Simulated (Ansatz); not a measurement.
## Geometry relaxation, with input and output: CaSe

CaSe (Fm-3m, 2 atoms in the cell), computed with DFT, r2SCAN, PAW with Ansatz's default frozen-core files, scalar-relativistic, no spin polarisation (Ansatz 0.2.0).

The structure derives from an entry of the Crystallography Open Database. It belongs to a series of runs on one base structure; here: cell and atoms relaxed, PAW files.

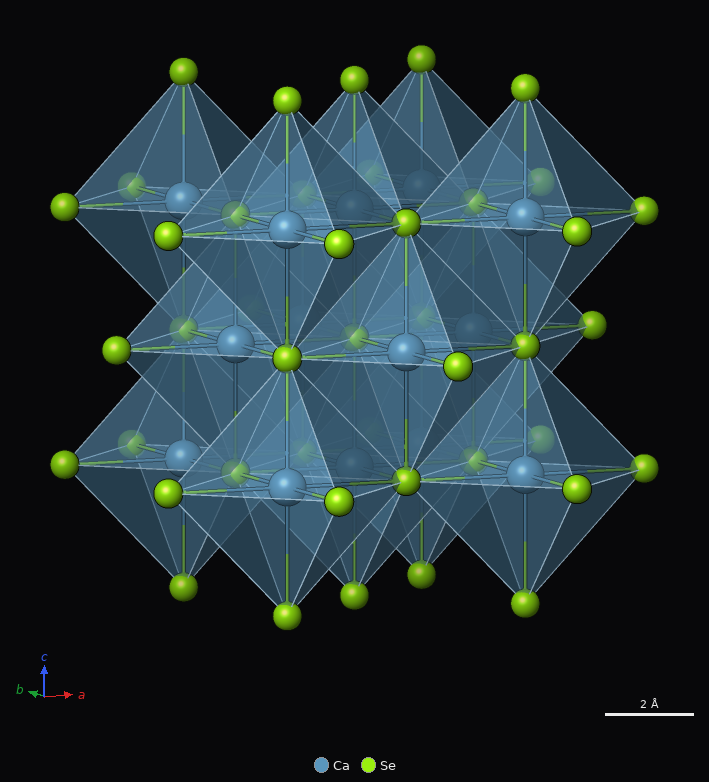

*The input geometry (polyhedral view of the cell 4 times as large as that of the calculation, set on its symmetry axes, seen slightly off an axis; polyhedra are completed across the faces of the cell). An atom can appear more than once, as a periodic image.*

Results in brief

| quantity | value |
| --- | --- |
| outcome | converged |
| space group (tolerance 0.01 Å) | Fm-3m (225) |
| electrons treated | 26 |
| free energy | −7304.4491 eV |
| Fermi energy | 7.972 eV |
| pressure | 0.00 GPa |
| final volume | 52.26 Å³ |
| largest force (length of the vector) at the end | under 0.001 eV/Å |
| final cell | a = 4.197 Å, b = 4.197 Å, c = 4.197 Å, α = 60.00°, β = 60.00°, γ = 60.00° |
| hardware | 1 thread of Arm Neoverse V1, 112 GiB of memory available, shared host |
| wall time | 17 s |
| peak memory | 0.47 GiB |

Input
```yaml
crystal:
  lattice:
    - [0.0, 2.956, 2.956]
    - [2.956, 0.0, 2.956]
    - [2.956, 2.956, 0.0]
  atoms:
    - { symbol: Ca, position: [0.0, 0.0, 0.0] }
    - { symbol: Se, position: [0.5, 0.5, 0.5] }
kpoints:
  mp_grid: { grid: [9, 9, 9] }
scf:
  occupations: { method: fermi_dirac, width: 0.02 }
hamiltonian:
  xc: r2scan
  pseudopotentials: { kind: paw }
output:
  forces: true
  stress: true
relax:
  f_tol: 0.005
  max_steps: 50
  cell: {}
```

Launch command:
```bash
ansatz run input.yaml --threads 1 --pin off --max-ram 2048MiB --backend cpu --events-out ev --progress --plain --runs-dir out
```

Output
```
Engine: ansatz 0.2.0, aarch64-unknown-linux-gnu
Pseudopotentials: kind: paw
Pseudopotential: Ca, paw, valence charge 10, recommended cutoff 500 eV (meta_gga), Ca.paw.azcp
Pseudopotential: Se, paw, valence charge 16, recommended cutoff 500 eV (meta_gga), Se.paw.azcp
Functional definition: r2SCAN
  parameter k0 = 0.174
  parameter k1 = 0.065
  parameter a1 = 4.9479
  exchange = r2scan_x(k0 = k0, k1 = k1, a1 = a1)
  correlation = r2scan_c
Crystal: 2 atoms, lattice volume = 51.659 Å³
Basis set: ecut = 500 eV, 1363 PW (Γ), exchange–correlation on 128×128×128 points (64 copies of the dense FFT grid, shifted against one another)
Bands: 17, of which v1, the nominal top of the filled ones, is band 13 counted from 1 (12 counted from 0)
Symmetry: 48 space group operations
Space group: Fm-3m (ITA 225), of the structure as read, at distance tolerance 3.7e-5 Å
k-points: 35 of 729
Non-local potential: Ca, projectors of the file, l = 0: 3, l = 1: 2, l = 2: 2
Non-local potential: Se, projectors of the file, l = 0: 2, l = 1: 2, l = 2: 3, l = 3: 1
PAW form: soft (Blöchl's): semilocal exchange-correlation on the pseudo side does not see the compensation charge
PAW frozen core: Ca, regenerated for the run's functional (the file was generated under x = pbe(κ = 0.804, μ = 0.2195149727645171), c = pbe(β = 0.06672455060314922))
PAW frozen core: Se, regenerated for the run's functional (the file was generated under x = pbe(κ = 0.804, μ = 0.2195149727645171), c = pbe(β = 0.06672455060314922))
PAW one-centre angular grid: Ca, 302 points (default); XC on 160 Gauss nodes
PAW one-centre angular grid: Se, 590 points (default); XC on 160 Gauss nodes
Initial density: superposition of atomic densities (neutral atoms: chi_scale 0, normalization atom), corrected by the library's trained network
Initial wavefunctions: pseudopotential atomic-orbital guess
Functional: x = r2scan, c = r2scan; τ floored in thin density (d = 2e-4 eV/Å³)
SCF iter   1: F=—  HF=-7304.410896 eV  |F-HF|=—  |Δ(HF+E_count)|=         —  Δρ=5.74e-3  dr2=2.58e-2  dr2_τ=9.24e-3  ethr=1.77e-3  ⟨swp⟩=7.3  Hψ=3626  notcnv=0
preconditioner: auto → none  [insulator: Δε(μ)=2.653 eV  Ē_g=9.793 eV  σ=0.020 eV  W_gap=1.00  n_scr=14 (ndim 8)  ℏωp=14.6 eV  f_vac=0.000  D(μ)=0.00/eV (n_scr^D=0)  ε∞_Penn≈3.2]
SCF iter   2: F=—  HF=-7304.447828 eV  |F-HF|=—  |Δ(HF+E_count)|=   3.69e-2  Δρ=1.84e-3  dr2=9.85e-4  dr2_τ=4.24e-4  ethr=9.92e-5  ⟨swp⟩=3.8  Hψ=1527  notcnv=0
SCF iter   3: F=—  HF=-7304.447886 eV  |F-HF|=—  |Δ(HF+E_count)|=   5.80e-5  Δρ=8.82e-4  dr2=1.91e-4  dr2_τ=1.76e-5  ethr=3.79e-6  ⟨swp⟩=2.0  Hψ=1169  notcnv=0
SCF iter   4: F=—  HF=-7304.447993 eV  |F-HF|=—  |Δ(HF+E_count)|=   1.07e-4  Δρ=2.72e-4  dr2=1.97e-5  dr2_τ=3.96e-6  ethr=7.34e-7  ⟨swp⟩=2.0  Hψ=875  notcnv=0
SCF iter   5: F=—  HF=-7304.447996 eV  |F-HF|=—  |Δ(HF+E_count)|=   3.00e-6  Δρ=3.89e-5  dr2=4.46e-7  dr2_τ=3.84e-8  ethr=7.56e-8  ⟨swp⟩=2.6  Hψ=1106  notcnv=0
SCF iter   6: F=-7304.447996 eV  HF=-7304.447996 eV  |F-HF|=1.41e-8  |Δ(HF+E_count)|=   2.47e-8  Δρ=5.50e-6  dr2=1.41e-8  dr2_τ=1.31e-9  ethr=3.85e-10  ⟨swp⟩=4.4  Hψ=1943  notcnv=0
SCF 1 converged in 6 iterations: F = -7304.447996 eV  dr2 = 1.41e-8
  greatest PAW one-centre occupation: 1.000 electrons in one spin orbital (limit 2), on the Se atom at site 1 (counted from 0), in its partial waves of l = 2
relax step   1: F+E_penalty+E_count = -7304.44799623 eV  Δ(F+E_penalty+E_count) = +0.000e0 eV  max|allowed force component| = 9.335e-30 eV/Å  Δτ_max = 0.0000 Å  P = +0.609 GPa  Ω = 51.659 Å³  (6 SCF iters, dr2 threshold 1.00e-7 eV, accepted)
Crystal: 2 atoms, lattice volume = 52.524 Å³
Initial density: handed on by an earlier stage of this run
Initial wavefunctions: those handed on with the density
iter 1 solved again at ethr=2.08e-6 eV; its pass at ethr=3.10e-3 eV (dr2=5.42e-4 eV) is discarded
SCF iter   1: F=—  HF=-7304.445360 eV  |F-HF|=—  |Δ(HF+E_count)|=         —  Δρ=7.46e-4  dr2=6.19e-4  dr2_τ=2.31e-3  ethr=2.08e-6  ⟨swp⟩=2.0  Hψ=3646  notcnv=0
automatic band count: iteration 1 solves 16 bands in place of 17: the levels show a gap, and the empty bands left out lie too high to hold charge; the band table lists the bands solved (type scf.n_extra_bands for more)
preconditioner: auto → none  [insulator: Δε(μ)=2.592 eV  Ē_g=9.292 eV  σ=0.020 eV  W_gap=1.00  n_scr=14 (ndim 8)  ℏωp=14.5 eV  f_vac=0.005  D(μ)=0.00/eV (n_scr^D=0)  ε∞_Penn≈3.4]
SCF iter   2: F=—  HF=-7304.448824 eV  |F-HF|=—  |Δ(HF+E_count)|=   3.46e-3  Δρ=2.78e-4  dr2=4.82e-5  dr2_τ=7.86e-6  ethr=2.08e-6  ⟨swp⟩=2.1  Hψ=948  notcnv=0
SCF iter   3: F=—  HF=-7304.448819 eV  |F-HF|=—  |Δ(HF+E_count)|=   5.09e-6  Δρ=1.40e-4  dr2=8.90e-6  dr2_τ=6.70e-7  ethr=1.85e-7  ⟨swp⟩=2.0  Hψ=1013  notcnv=0
SCF iter   4: F=—  HF=-7304.448821 eV  |F-HF|=—  |Δ(HF+E_count)|=   2.16e-6  Δρ=2.40e-5  dr2=3.21e-7  dr2_τ=4.32e-8  ethr=3.42e-8  ⟨swp⟩=2.9  Hψ=1015  notcnv=0
SCF iter   5: F=-7304.448821 eV  HF=-7304.448821 eV  |F-HF|=6.11e-9  |Δ(HF+E_count)|=   5.59e-8  Δρ=5.51e-6  dr2=6.33e-9  dr2_τ=2.58e-9  ethr=7.69e-10  ⟨swp⟩=4.0  Hψ=1946  notcnv=0
SCF 2 converged in 5 iterations: F = -7304.448821 eV  dr2 = 6.33e-9
relax step   2: F+E_penalty+E_count = -7304.44882083 eV  Δ(F+E_penalty+E_count) = -8.246e-4 eV  max|allowed force component| = 5.193e-30 eV/Å  Δτ_max = 0.0000 Å  P = -0.267 GPa  Ω = 52.524 Å³  energy of the carried Pulay correction = -6.747e-5 eV  (5 SCF iters, dr2 threshold 2.00e-7 eV, accepted)
Crystal: 2 atoms, lattice volume = 52.258 Å³
iter 1 solved again at ethr=2.43e-7 eV; its pass at ethr=3.10e-3 eV (dr2=6.32e-5 eV) is discarded
SCF iter   1: F=—  HF=-7304.448750 eV  |F-HF|=—  |Δ(HF+E_count)|=         —  Δρ=2.24e-4  dr2=5.60e-5  dr2_τ=2.15e-4  ethr=2.43e-7  ⟨swp⟩=2.0  Hψ=3554  notcnv=0
automatic band count: iteration 1 solves 16 bands in place of 17: the levels show a gap, and the empty bands left out lie too high to hold charge; the band table lists the bands solved (type scf.n_extra_bands for more)
preconditioner: auto → none  [insulator: Δε(μ)=2.547 eV  Ē_g=9.281 eV  σ=0.020 eV  W_gap=1.00  n_scr=14 (ndim 8)  ℏωp=14.5 eV  f_vac=0.002  D(μ)=0.00/eV (n_scr^D=0)  ε∞_Penn≈3.5]
SCF iter   2: F=—  HF=-7304.449068 eV  |F-HF|=—  |Δ(HF+E_count)|=   3.18e-4  Δρ=8.55e-5  dr2=4.30e-6  dr2_τ=7.66e-7  ethr=2.15e-7  ⟨swp⟩=2.0  Hψ=945  notcnv=0
SCF iter   3: F=—  HF=-7304.449068 eV  |F-HF|=—  |Δ(HF+E_count)|=   4.50e-7  Δρ=4.28e-5  dr2=8.03e-7  dr2_τ=6.30e-8  ethr=1.65e-8  ⟨swp⟩=2.1  Hψ=1007  notcnv=0
SCF iter   4: F=-7304.449068 eV  HF=-7304.449068 eV  |F-HF|=1.24e-8  |Δ(HF+E_count)|=   1.73e-7  Δρ=6.92e-6  dr2=2.81e-8  dr2_τ=3.69e-9  ethr=6.84e-10  ⟨swp⟩=4.0  Hψ=1740  notcnv=0
SCF 3 converged in 4 iterations: F = -7304.449068 eV  dr2 = 2.81e-8
relax step   3: F+E_penalty+E_count = -7304.44906808 eV  Δ(F+E_penalty+E_count) = -2.473e-4 eV  max|allowed force component| = 2.827e-29 eV/Å  Δτ_max = 0.0000 Å  P = -0.005 GPa  Ω = 52.258 Å³  energy of the carried Pulay correction = -4.681e-5 eV  (4 SCF iters, dr2 threshold 1.78e-7 eV, accepted)
Initial wavefunctions: pseudopotential atomic-orbital guess (no wavefunctions were taken with the density)
iter 1 solved again at ethr=8.72e-8 eV; its pass at ethr=3.10e-3 eV (dr2=2.27e-5 eV) is discarded
SCF iter   1: F=—  HF=-7304.449087 eV  |F-HF|=—  |Δ(HF+E_count)|=         —  Δρ=6.11e-5  dr2=5.21e-8  dr2_τ=2.97e-8  ethr=8.72e-8  ⟨swp⟩=3.0  Hψ=5315  notcnv=0
preconditioner: auto → none  [insulator: Δε(μ)=2.555 eV  Ē_g=9.542 eV  σ=0.020 eV  W_gap=1.00  n_scr=14 (ndim 8)  ℏωp=14.5 eV  f_vac=0.002  D(μ)=0.00/eV (n_scr^D=0)  ε∞_Penn≈3.3]
SCF iter   2: F=—  HF=-7304.449108 eV  |F-HF|=—  |Δ(HF+E_count)|=   2.09e-5  Δρ=3.06e-5  dr2=1.39e-8  dr2_τ=1.59e-7  ethr=2.01e-10  ⟨swp⟩=2.2  Hψ=1057  notcnv=0
SCF iter   3: F=—  HF=-7304.449114 eV  |F-HF|=—  |Δ(HF+E_count)|=   6.58e-6  Δρ=7.20e-6  dr2=3.05e-9  dr2_τ=8.49e-9  ethr=5.33e-11  ⟨swp⟩=2.4  Hψ=888  notcnv=0
SCF iter   4: F=—  HF=-7304.449115 eV  |F-HF|=—  |Δ(HF+E_count)|=   4.10e-7  Δρ=1.11e-6  dr2=1.09e-10  dr2_τ=1.57e-10  ethr=1.17e-11  ⟨swp⟩=3.0  Hψ=1176  notcnv=0
SCF iter   5: F=-7304.449115 eV  HF=-7304.449115 eV  |F-HF|=1.56e-10  |Δ(HF+E_count)|=   4.46e-9  Δρ=2.17e-7  dr2=4.50e-12  dr2_τ=5.10e-12  ethr=1.00e-12  ⟨swp⟩=5.7  Hψ=2335  notcnv=0
SCF 4 converged in 5 iterations: F = -7304.449115 eV  dr2 = 4.50e-12
relax step   4: F+E_penalty+E_count = -7304.44911451 eV  Δ(F+E_penalty+E_count) = -4.643e-5 eV  max|allowed force component| = 3.997e-29 eV/Å  Δτ_max = 0.0000 Å  P = -0.004 GPa  Ω = 52.258 Å³  stress off target by 4.31e-3 GPa  SCF on the basis re-selected at this cell (its energy is not comparable with the rows above)  (5 SCF iters)
```

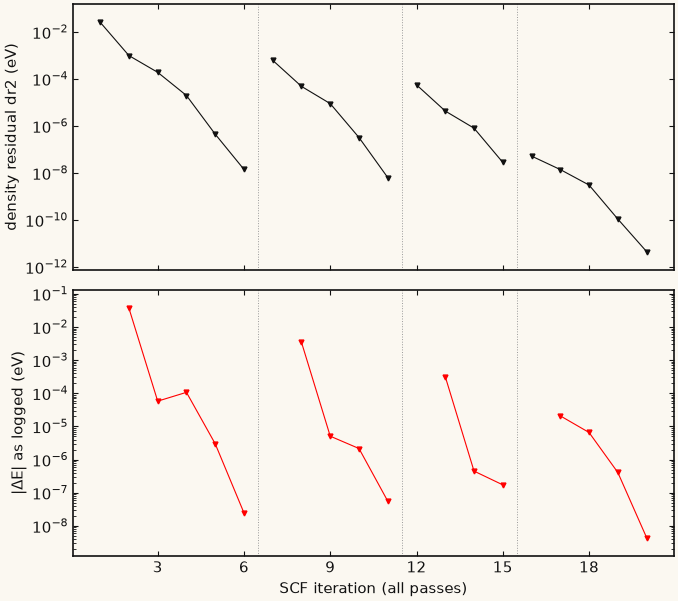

*Convergence of the self-consistent field: density residual dr2 and size of the energy change against the SCF iteration. The dotted lines part the SCF passes of the relaxation: geometry steps, rejected trials and re-solves on a re-selected basis.*

The passes take 6, 5, 4 and 5 iterations.

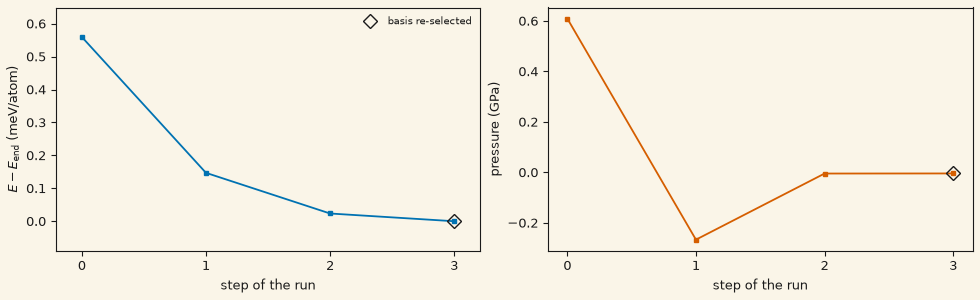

*Progress of the relaxation, step by step (the first geometry is step 0 here and step 1 in the log).*

The atoms keep their places relative to the cell (all moves are under 0.005 Å). Cell: a = b = c 5.912 → 5.935 Å (+0.4 %). Volume +1.2 %. Distances before and after: Ca1–Se2 2.956 → 2.967 Å. The space group stays Fm-3m (No. 225). Over 2 geometry steps the energy falls by 0.5 meV per atom. All forces vanish by symmetry, so only the cell relaxes. Pressure: 0.61 GPa at the start and 0.00 GPa at the end. A last SCF at the same geometry on a re-selected plane-wave basis shifts the energy by next to nothing (0.0 meV per atom). (Atoms are counted from 1 in the order of the input.)

```
basis re-selected at this cell: Δ(F+E_penalty+E_count) = -4.643e-5 eV, ΔP = +0.000 GPa vs the last step (what re-selecting the basis moved, of the pressure what is left beyond the Pulay correction that the steps carried, after the strain that the cell walked since its last selection, with what the two solves' SCF thresholds leave and, on support functions, any second-order correction that the steps lacked; it is no measure of the basis error at this ecutwfc). This SCF's stress stands 4.31e-3 GPa from its target on what of the cell is left free (relax.cell.stress_tol is 5.00e-2 GPa) and its largest allowed force component is 4.00e-29 eV/Å (relax.f_tol is 5.00e-3 eV/Å): within both
SCF converged after 5 iterations
Free energy (F): -7304.449115 eV
Harris-Foulkes:  -7304.449115 eV  (|F-HF|=1.56e-10)
Internal energy: -7304.449115 eV  (E = F + TS)
E sigma→0 (E₀):  -7304.449115 eV
Fermi energy:    7.971988 eV
--- Per-component energies (eV) ---
  E_band       = -534.947397
  E_kinetic    = 398.440323
  E_local      = -3216.884845  (includes V_loc(G=0)·N_el)
  E_nonlocal   = -533.372673
  E_hartree    = 1477.546922
  E_xc         = -236.841137
  E_vxc        = -301.807782  (∫ρ·V_xc dr)
  E_paw        = -2788.171958  (= ΣΔE_a)
  E_vpaw       = 146.804243  (= ΣTr[D̂ρ^β])
  E_aug_tail   = -0.000208  (compensation charges beyond the density's cutoff)
  E_vtau       = 16.779689  (kinetic-family band-sum trace: ∫τ·v_τ [+ j·A + Jᵃ·Aᵃ] dr)
  E_ewald      = -2403.180103
  E_core_change = -1.985436  (= ΣΔE_core)
  E_smearing   = -0.000000  (= −TS)
  E_closure    = 0.000000  (closes the sum)
  Σ components = -7304.449115   (vs F -7304.449115, Δ=0.00e0)
--- Forces (eV/Å), atoms counted from 1 ---
  atom   1  Ca    -0.00000000     0.00000000     0.00000000
  atom   2  Se     0.00000000    -0.00000000     0.00000000
  max |Σ_I F_I| component: 5.47e-29 eV/Å
--- Stress (GPa, compression-positive) ---
       -0.004308      -0.000000      -0.000000
       -0.000000      -0.004308       0.000000
       -0.000000      -0.000000      -0.004308
  P = ⅓ Tr σ = -0.0043 GPa (-0.043 kbar)
--- Relaxed structure (3 steps of the walk, 3 accepted, 1 SCFs on fresh bases) ---
  F+E_penalty+E_count = -7304.44911451 eV   max|allowed force component| = 3.997e-29 eV/Å   (the final SCF, on the basis selected at the relaxed cell)
  cell:  # Å, volume = 52.2578 Å³
    - [3.567232891970192e-34, 2.9673830683504887, 2.9673830683504887]
    - [2.9673830683504887, 4.8401309623075325e-34, 2.9673830683504887]
    - [2.9673830683504887, 2.9673830683504887, 1.2738430082238973e-34]
  atoms:
    - { symbol: Ca, position: [-4.5810875918261827e-36, 7.295806164764676e-36, 4.58108759182487e-36] }
    - { symbol: Se, position: [0.49999999999999994, 0.49999999999999994, 0.49999999999999994] }
```

Trajectory as extended XYZ (Å, eV, eV/Å), 4 frames, from step=1 to step=4
```
2
Lattice="0.0000 2.9560 2.9560 2.9560 0.0000 2.9560 2.9560 2.9560 0.0000" Properties=species:S:1:pos:R:3:forces:R:3 step=1 energy=-7304.44800 pressure_GPa=0.61
Ca    0.0000    0.0000    0.0000    0.0000   0.0000   0.0000
Se    2.9560    2.9560    2.9560    0.0000   0.0000   0.0000
2
Lattice="0.0000 2.9724 2.9724 2.9724 0.0000 2.9724 2.9724 2.9724 0.0000" Properties=species:S:1:pos:R:3:forces:R:3 step=2 energy=-7304.44882 pressure_GPa=-0.27
Ca    0.0000    0.0000    0.0000    0.0000   0.0000   0.0000
Se    2.9724    2.9724    2.9724    0.0000   0.0000   0.0000
2
Lattice="0.0000 2.9674 2.9674 2.9674 0.0000 2.9674 2.9674 2.9674 0.0000" Properties=species:S:1:pos:R:3:forces:R:3 step=3 energy=-7304.44907 pressure_GPa=-0.00
Ca    0.0000    0.0000    0.0000    0.0000   0.0000   0.0000
Se    2.9674    2.9674    2.9674    0.0000   0.0000   0.0000
2
Lattice="0.0000 2.9674 2.9674 2.9674 0.0000 2.9674 2.9674 2.9674 0.0000" Properties=species:S:1:pos:R:3:forces:R:3 step=4 energy=-7304.44912 pressure_GPa=-0.00
Ca    0.0000    0.0000    0.0000    0.0000   0.0000   0.0000
Se    2.9674    2.9674    2.9674    0.0000   0.0000   0.0000
```
